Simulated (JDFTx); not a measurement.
## Geometry relaxation, with input and output: Zr (part 1 of 2)

- system: Zr (P6₃/mmc, 2 atoms in the cell)
- method: Kohn-Sham DFT of a periodic cell, LDA, SG15-PBE-1.2, no spin polarisation (JDFTx 1.7.0 (patched build))

The structure derives from an entry of the Crystallography Open Database.

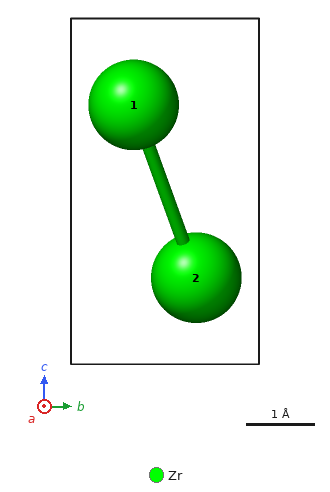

**Figure 1.** The input geometry (ball-and-stick view of the cell of the calculation, along the a axis; atoms are numbered from 1 in the order of the input). An atom can appear more than once, as a periodic image.

Key numbers

- outcome: converged
- space group (tolerance 0.01 Å): P6₃/mmc (194)
- electrons treated: 24
- free energy: −2580.3333 eV
- Fermi energy: 15.728 eV
- gap on the k-point mesh: none (metallic)
- pressure: 0.00 GPa
- final volume: 40.55 Å³
- largest force (length of the vector) at the end: under 0.001 eV/Å
- final cell: a = 3.329 Å, b = 3.329 Å, c = 4.225 Å, α = 90.00°, β = 90.00°, γ = 120.00°
- hardware: 1 thread of Arm Neoverse V1, 24 GiB of memory available, shared host
- wall time: 42 s
- peak memory: 0.1 GiB

Settings chosen away from the usual ones: functional set to LDA. The settings depart from the standard set-up of this series, which can bear on the numbers. Notes on the run: WARNING: this pseudopotential is for another kind of functional than that of the calculation, 'lda-PW'. Points of doubt noted for this run: coarse mesh.

The input
```
lattice \
    6.1075948348    -3.0537974174     0.0000000000 \
    0.0000000000     5.2893322829     0.0000000000 \
    0.0000000000     0.0000000000     9.7264203634
coords-type Cartesian
ion Zr     3.0537974177     1.7631107608     7.2948152726 1
ion Zr    -0.0000000003     3.5262215221     2.4316050909 1

ion-species pseudo/Zr.upf
elec-cutoff 40 320
elec-ex-corr lda-PW
kpoint-folding 2 2 1
elec-smearing Fermi 0.0018374661
elec-n-bands 18
electronic-SCF nIterations 100 energyDiffThreshold 1e-09
electronic-minimize nIterations 30 energyDiffThreshold 1e-7
forces-output-coords Cartesian
lattice-minimize nIterations 40 energyDiffThreshold 1e-6

dump-name run.$VAR
dump End Ecomponents EigStats BandEigs Kpoints Forces Stress
```

Launch command:
```bash
jdftx -c 1 -i Zr.in -o Zr.out
```

The program's output
```
*************** JDFTx 1.7.0 (patched build) ***************

Input parsed successfully to the following command list (including defaults):
[... the input with its defaults ...]

---------- Setting up symmetries ----------

Found 24 point-group symmetries of the bravais lattice
Found 24 space-group symmetries with basis
Applied RMS atom displacement 3.43187e-10 bohrs to make symmetries exact.

---------- Initializing the Grid ----------
R =
[      6.10759      -3.0538            0  ]
[            0      5.28933            0  ]
[            0            0      9.72642  ]
unit cell volume = 314.213
G =
[    1.02875   0.593949         -0  ]
[          0     1.1879          0  ]
[          0         -0   0.645992  ]
Minimum fftbox size, Smin = [  52  52  80  ]
Chosen fftbox size, S = [  54  54  80  ]

---------- Initializing tighter grid for wavefunction operations ----------
R =
[      6.10759      -3.0538            0  ]
[            0      5.28933            0  ]
[            0            0      9.72642  ]
unit cell volume = 314.213
G =
[    1.02875   0.593949         -0  ]
[          0     1.1879          0  ]
[          0         -0   0.645992  ]
Minimum fftbox size, Smin = [  36  36  56  ]
Chosen fftbox size, S = [  36  36  56  ]

---------- Exchange Correlation functional ----------
Initalized Slater LDA exchange.
Initalized Perdew-Wang LDA correlation.

---------- Setting up pseudopotentials ----------
Width of ionic core gaussian charges (only for fluid interactions / plotting) set to 0

Reading pseudopotential file 'pseudo/Zr.upf':
  'Zr' pseudopotential, 'PBE' functional
  WARNING: this pseudopotential is for another kind of functional than that of the calculation, 'lda-PW'.
  Generated using ONCVPSP code by D. R. Hamann
  12 valence electrons, 0 orbitals, 6 projectors, 602 radial grid points, with lMax = 2
  Core radius for overlap checks: 2.10 bohrs.

Initialized 1 species with 2 total atoms.

Folded 1 k-points by 2x2x1 to 4 k-points.

---------- Setting up k-points, bands, fillings ----------
Reduced to 2 k-points under symmetry.
Computing the number of bands and number of electrons
Calculating initial fillings.
nElectrons:  24.000000   nBands: 18   nStates: 2

----- Setting up reduced wavefunction bases (one per k-point) -----
average nbasis = 3776.250 , ideal nbasis = 3796.716

---------- Setting up ewald sum ----------
Optimum gaussian width for ewald sums = 2.416275 bohr.
Real space sum over 1521 unit cells with max indices [  6  6  4  ]
Reciprocal space sum over 2057 terms with max indices [  5  5  8  ]

---------- Allocating electronic variables ----------
Initializing wave functions:  (No orbitals for LCAO)  bandwidth-limited random numbers

--------- Lattice Minimization ---------

Setting the auxilliary hamiltonian equal to the subspace hamiltonian.

-------- Electronic minimization -----------
Will mix electronic density at each iteration.
	FillingsUpdate:  mu: +0.940261499  nElectrons: 24.000000
	FillingsUpdate:  mu: -0.189486130  nElectrons: 24.000000
SCF: Cycle:  0   F: -90.030993681877334   dF: -2.274e+01   |Residual|: 2.893e+00   |deigs|: 1.474e+00
	FillingsUpdate:  mu: +0.119844041  nElectrons: 24.000000
SCF: Cycle:  1   F: -90.727550989862948   dF: -6.966e-01   |Residual|: 1.951e+00   |deigs|: 5.010e-01
	FillingsUpdate:  mu: +0.681073199  nElectrons: 24.000000
SCF: Cycle:  2   F: -92.094806524254096   dF: -1.367e+00   |Residual|: 1.766e+00   |deigs|: 1.020e+00
	FillingsUpdate:  mu: +0.555169043  nElectrons: 24.000000
SCF: Cycle:  3   F: -94.656421838047578   dF: -2.562e+00   |Residual|: 3.318e-01   |deigs|: 3.581e-01
	FillingsUpdate:  mu: +0.499958445  nElectrons: 24.000000
SCF: Cycle:  4   F: -94.762241262423501   dF: -1.058e-01   |Residual|: 1.575e-01   |deigs|: 1.183e-01
	FillingsUpdate:  mu: +0.518565805  nElectrons: 24.000000
SCF: Cycle:  5   F: -94.777603239560193   dF: -1.536e-02   |Residual|: 7.355e-02   |deigs|: 3.370e-02
	FillingsUpdate:  mu: +0.528853750  nElectrons: 24.000000
SCF: Cycle:  6   F: -94.782976763945285   dF: -5.374e-03   |Residual|: 5.174e-03   |deigs|: 2.116e-02
	FillingsUpdate:  mu: +0.528602668  nElectrons: 24.000000
SCF: Cycle:  7   F: -94.782998727594290   dF: -2.196e-05   |Residual|: 1.483e-03   |deigs|: 5.537e-04
	FillingsUpdate:  mu: +0.528116288  nElectrons: 24.000000
SCF: Cycle:  8   F: -94.782997443435178   dF: +1.284e-06   |Residual|: 1.858e-03   |deigs|: 9.064e-04
	FillingsUpdate:  mu: +0.528498620  nElectrons: 24.000000
SCF: Cycle:  9   F: -94.783000681655992   dF: -3.238e-06   |Residual|: 5.017e-04   |deigs|: 7.450e-04
	FillingsUpdate:  mu: +0.528423952  nElectrons: 24.000000
SCF: Cycle: 10   F: -94.783000998105663   dF: -3.164e-07   |Residual|: 1.366e-04   |deigs|: 1.501e-04
	FillingsUpdate:  mu: +0.528422633  nElectrons: 24.000000
SCF: Cycle: 11   F: -94.783001042340587   dF: -4.423e-08   |Residual|: 1.383e-04   |deigs|: 1.003e-05
	FillingsUpdate:  mu: +0.528402465  nElectrons: 24.000000
SCF: Cycle: 12   F: -94.783001080121934   dF: -3.778e-08   |Residual|: 1.819e-05   |deigs|: 4.295e-05
	FillingsUpdate:  mu: +0.528401884  nElectrons: 24.000000
SCF: Cycle: 13   F: -94.783001088069852   dF: -7.948e-09   |Residual|: 1.288e-05   |deigs|: 6.485e-06
	FillingsUpdate:  mu: +0.528401422  nElectrons: 24.000000
SCF: Cycle: 14   F: -94.783001091156393   dF: -3.087e-09   |Residual|: 1.173e-05   |deigs|: 4.939e-06
	FillingsUpdate:  mu: +0.528401928  nElectrons: 24.000000
SCF: Cycle: 15   F: -94.783001092491915   dF: -1.336e-09   |Residual|: 6.612e-06   |deigs|: 5.081e-06
	FillingsUpdate:  mu: +0.528401450  nElectrons: 24.000000
SCF: Cycle: 16   F: -94.783001093140243   dF: -6.483e-10   |Residual|: 2.410e-06   |deigs|: 4.860e-06
	FillingsUpdate:  mu: +0.528401395  nElectrons: 24.000000
SCF: Cycle: 17   F: -94.783001093412864   dF: -2.726e-10   |Residual|: 2.619e-06   |deigs|: 4.127e-06
SCF: Converged (|Delta E|<1.000000e-09 for 2 iters).

Setting wave functions to eigenvectors of Hamiltonian
# Lattice vectors:
R =
[      6.10759      -3.0538            0  ]
[            0      5.28933            0  ]
[            0            0      9.72642  ]
unit cell volume = 314.213

# Strain tensor in Cartesian coordinates:
[            0            0            0  ]
[            0            0            0  ]
[            0            0            0  ]

# Stress tensor in Cartesian coordinates [Eh/a0^3]:
[ -0.000161653            0            0  ]
[            0 -0.000161653            0  ]
[            0            0   0.00124485  ]

# Ionic positions in cartesian coordinates:
ion Zr   3.053797417400001   1.763110760966666   7.294815272600000 1
ion Zr   0.000000000000000   3.526221521933333   2.431605090900000 1

# Forces in Cartesian coordinates:
force Zr   0.000000000000000  -0.000000000000000   0.000000000000000 1
force Zr   0.000000000000000   0.000000000000000   0.000000000000000 1

# Energy components:
   Eewald =      -77.0686902985148521
       EH =       14.0897814213045294
     Eloc =      -60.5032827968657827
      Enl =       12.6669731657781774
      Exc =      -11.6451857957512708
       KE =       27.6794771874993160
-------------------------------------
     Etot =      -94.7809271165498899
       TS =        0.0020739768629761
-------------------------------------
        F =      -94.7830010934128637

LatticeMinimize: Iter:   0  F: -94.783001093412864  |grad|_K:  5.850e-02

-------- Electronic minimization -----------
Will mix electronic density at each iteration.
	FillingsUpdate:  mu: +0.528401395  nElectrons: 24.000000
	FillingsUpdate:  mu: +0.530212720  nElectrons: 24.000000
SCF: Cycle:  0   F: -94.786113463040891   dF: -2.481e-03   |Residual|: 2.691e-02   |deigs|: 1.529e-04
	FillingsUpdate:  mu: +0.530079701  nElectrons: 24.000000
SCF: Cycle:  1   F: -94.786325523177879   dF: -2.121e-04   |Residual|: 1.283e-02   |deigs|: 2.449e-03
	FillingsUpdate:  mu: +0.530006114  nElectrons: 24.000000
SCF: Cycle:  2   F: -94.786411435171544   dF: -8.591e-05   |Residual|: 1.911e-03   |deigs|: 2.140e-03
	FillingsUpdate:  mu: +0.530081173  nElectrons: 24.000000
SCF: Cycle:  3   F: -94.786413009690932   dF: -1.575e-06   |Residual|: 5.345e-04   |deigs|: 3.805e-04
	FillingsUpdate:  mu: +0.530134950  nElectrons: 24.000000
SCF: Cycle:  4   F: -94.786413265050427   dF: -2.554e-07   |Residual|: 1.582e-04   |deigs|: 5.813e-05
	FillingsUpdate:  mu: +0.530121916  nElectrons: 24.000000
SCF: Cycle:  5   F: -94.786413335407502   dF: -7.036e-08   |Residual|: 1.754e-04   |deigs|: 2.985e-05
	FillingsUpdate:  mu: +0.530122794  nElectrons: 24.000000
SCF: Cycle:  6   F: -94.786413376967332   dF: -4.156e-08   |Residual|: 4.215e-05   |deigs|: 1.997e-05
	FillingsUpdate:  mu: +0.530124847  nElectrons: 24.000000
SCF: Cycle:  7   F: -94.786413382187035   dF: -5.220e-09   |Residual|: 3.951e-05   |deigs|: 1.245e-05
	FillingsUpdate:  mu: +0.530124035  nElectrons: 24.000000
SCF: Cycle:  8   F: -94.786413386735873   dF: -4.549e-09   |Residual|: 2.328e-05   |deigs|: 3.891e-06
	FillingsUpdate:  mu: +0.530122712  nElectrons: 24.000000
SCF: Cycle:  9   F: -94.786413387611461   dF: -8.756e-10   |Residual|: 2.505e-05   |deigs|: 2.468e-06
	FillingsUpdate:  mu: +0.530122637  nElectrons: 24.000000
SCF: Cycle: 10   F: -94.786413388507526   dF: -8.961e-10   |Residual|: 1.006e-05   |deigs|: 4.021e-06
SCF: Converged (|Delta E|<1.000000e-09 for 2 iters).

Setting wave functions to eigenvectors of Hamiltonian
LatticeMinimize: 	Wolfe criterion not satisfied: alpha: 1  (E-E0)/|gdotd0|: -0.997176  gdotd/gdotd0: 0.980596 (taking cubic step)

-------- Electronic minimization -----------
Will mix electronic density at each iteration.
	FillingsUpdate:  mu: +0.530122637  nElectrons: 24.000000
	FillingsUpdate:  mu: +0.533481377  nElectrons: 24.000000
SCF: Cycle:  0   F: -94.791872487552951   dF: -1.000e-02   |Residual|: 5.247e-02   |deigs|: 6.046e-04
	FillingsUpdate:  mu: +0.533199773  nElectrons: 24.000000
SCF: Cycle:  1   F: -94.792613987066929   dF: -7.415e-04   |Residual|: 2.530e-02   |deigs|: 4.708e-03
	FillingsUpdate:  mu: +0.533099571  nElectrons: 24.000000
SCF: Cycle:  2   F: -94.792922536506424   dF: -3.085e-04   |Residual|: 3.689e-03   |deigs|: 4.233e-03
	FillingsUpdate:  mu: +0.533296346  nElectrons: 24.000000
SCF: Cycle:  3   F: -94.792928348349903   dF: -5.812e-06   |Residual|: 1.130e-03   |deigs|: 8.280e-04
	FillingsUpdate:  mu: +0.533386378  nElectrons: 24.000000
SCF: Cycle:  4   F: -94.792929534836375   dF: -1.186e-06   |Residual|: 3.849e-04   |deigs|: 8.299e-05
	FillingsUpdate:  mu: +0.533370856  nElectrons: 24.000000
SCF: Cycle:  5   F: -94.792929807603770   dF: -2.728e-07   |Residual|: 3.363e-04   |deigs|: 2.713e-05
	FillingsUpdate:  mu: +0.533374439  nElectrons: 24.000000
SCF: Cycle:  6   F: -94.792929902657320   dF: -9.505e-08   |Residual|: 4.902e-05   |deigs|: 4.835e-05
	FillingsUpdate:  mu: +0.533376916  nElectrons: 24.000000
SCF: Cycle:  7   F: -94.792929932331063   dF: -2.967e-08   |Residual|: 3.118e-05   |deigs|: 7.400e-06
	FillingsUpdate:  mu: +0.533375630  nElectrons: 24.000000
SCF: Cycle:  8   F: -94.792929951658479   dF: -1.933e-08   |Residual|: 3.291e-05   |deigs|: 1.716e-06
	FillingsUpdate:  mu: +0.533375734  nElectrons: 24.000000
SCF: Cycle:  9   F: -94.792929955220416   dF: -3.562e-09   |Residual|: 3.602e-05   |deigs|: 2.169e-07
	FillingsUpdate:  mu: +0.533375748  nElectrons: 24.000000
SCF: Cycle: 10   F: -94.792929957706207   dF: -2.486e-09   |Residual|: 4.149e-05   |deigs|: 6.720e-07
	FillingsUpdate:  mu: +0.533375303  nElectrons: 24.000000
SCF: Cycle: 11   F: -94.792929958399455   dF: -6.932e-10   |Residual|: 4.521e-05   |deigs|: 5.979e-06
	FillingsUpdate:  mu: +0.533375495  nElectrons: 24.000000
SCF: Cycle: 12   F: -94.792929958545685   dF: -1.462e-10   |Residual|: 4.537e-05   |deigs|: 6.966e-07
SCF: Converged (|Delta E|<1.000000e-09 for 2 iters).

Setting wave functions to eigenvectors of Hamiltonian
LatticeMinimize: 	Wolfe criterion not satisfied: alpha: 3  (E-E0)/|gdotd0|: -2.90151  gdotd/gdotd0: 0.904975 (taking cubic step)

-------- Electronic minimization -----------
Will mix electronic density at each iteration.
	FillingsUpdate:  mu: +0.533375495  nElectrons: 24.000000
	FillingsUpdate:  mu: +0.540008599  nElectrons: 24.000000
SCF: Cycle:  0   F: -94.800561488457120   dF: -4.103e-02   |Residual|: 1.039e-01   |deigs|: 2.442e-03
	FillingsUpdate:  mu: +0.539555471  nElectrons: 24.000000
SCF: Cycle:  1   F: -94.803182883758197   dF: -2.621e-03   |Residual|: 5.033e-02   |deigs|: 8.959e-03
	FillingsUpdate:  mu: +0.539517937  nElectrons: 24.000000
SCF: Cycle:  2   F: -94.804289834878801   dF: -1.107e-03   |Residual|: 7.204e-03   |deigs|: 7.978e-03
	FillingsUpdate:  mu: +0.539931205  nElectrons: 24.000000
SCF: Cycle:  3   F: -94.804314063289851   dF: -2.423e-05   |Residual|: 2.404e-03   |deigs|: 1.659e-03
	FillingsUpdate:  mu: +0.540085752  nElectrons: 24.000000
SCF: Cycle:  4   F: -94.804317032018275   dF: -2.969e-06   |Residual|: 8.613e-04   |deigs|: 2.189e-04
	FillingsUpdate:  mu: +0.540064807  nElectrons: 24.000000
SCF: Cycle:  5   F: -94.804317914977204   dF: -8.830e-07   |Residual|: 3.081e-04   |deigs|: 7.546e-05
	FillingsUpdate:  mu: +0.540072721  nElectrons: 24.000000
SCF: Cycle:  6   F: -94.804318403186826   dF: -4.882e-07   |Residual|: 1.984e-04   |deigs|: 3.214e-05
	FillingsUpdate:  mu: +0.540073866  nElectrons: 24.000000
SCF: Cycle:  7   F: -94.804318440282927   dF: -3.710e-08   |Residual|: 2.496e-04   |deigs|: 3.676e-06
	FillingsUpdate:  mu: +0.540075161  nElectrons: 24.000000
SCF: Cycle:  8   F: -94.804318438338001   dF: +1.945e-09   |Residual|: 3.485e-04   |deigs|: 6.686e-06
	FillingsUpdate:  mu: +0.540062113  nElectrons: 24.000000
SCF: Cycle:  9   F: -94.804318441586716   dF: -3.249e-09   |Residual|: 2.977e-04   |deigs|: 1.828e-05
	FillingsUpdate:  mu: +0.540063884  nElectrons: 24.000000
SCF: Cycle: 10   F: -94.804318454390838   dF: -1.280e-08   |Residual|: 1.115e-04   |deigs|: 2.513e-05
	FillingsUpdate:  mu: +0.540065467  nElectrons: 24.000000
SCF: Cycle: 11   F: -94.804318454929160   dF: -5.383e-10   |Residual|: 9.936e-05   |deigs|: 1.539e-06
	FillingsUpdate:  mu: +0.540065637  nElectrons: 24.000000
SCF: Cycle: 12   F: -94.804318454955236   dF: -2.608e-11   |Residual|: 9.063e-05   |deigs|: 5.494e-07
SCF: Converged (|Delta E|<1.000000e-09 for 2 iters).

Setting wave functions to eigenvectors of Hamiltonian
# Lattice vectors:
R =
[      6.15468     -3.07734            0  ]
[            0      5.33011            0  ]
[            0            0      9.15992  ]
unit cell volume = 300.493

# Strain tensor in Cartesian coordinates:
[   0.00770982            0            0  ]
[            0   0.00770982            0  ]
[            0            0   -0.0582435  ]

# Stress tensor in Cartesian coordinates [Eh/a0^3]:
[ -0.000192105            0            0  ]
[            0 -0.000192105            0  ]
[            0            0    0.0009289  ]

# Ionic positions in cartesian coordinates:
ion Zr   3.077341642294975   1.776704025547181   6.869940010166524 1
ion Zr  -0.000000000000000   3.553408051094364   2.289980003420233 1

# Forces in Cartesian coordinates:
force Zr  -0.000000000000000  -0.000000000000000  -0.000000000000000 1
force Zr   0.000000000000000  -0.000000000000000  -0.000000000000000 1

# Energy components:
   Eewald =      -78.1442603372751137
       EH =       13.6853888598034814
     Eloc =      -59.0923971815906910
      Enl =       12.6794386728023643
      Exc =      -11.6876809862692372
       KE =       27.7569542709220656
-------------------------------------
     Etot =      -94.8025567016071307
       TS =        0.0017617533481106
-------------------------------------
        F =      -94.8043184549552365

LatticeMinimize: Iter:   1  F: -94.804318454955236  |grad|_K:  4.278e-02  alpha:  7.000e+00  linmin: -9.947e-01
```
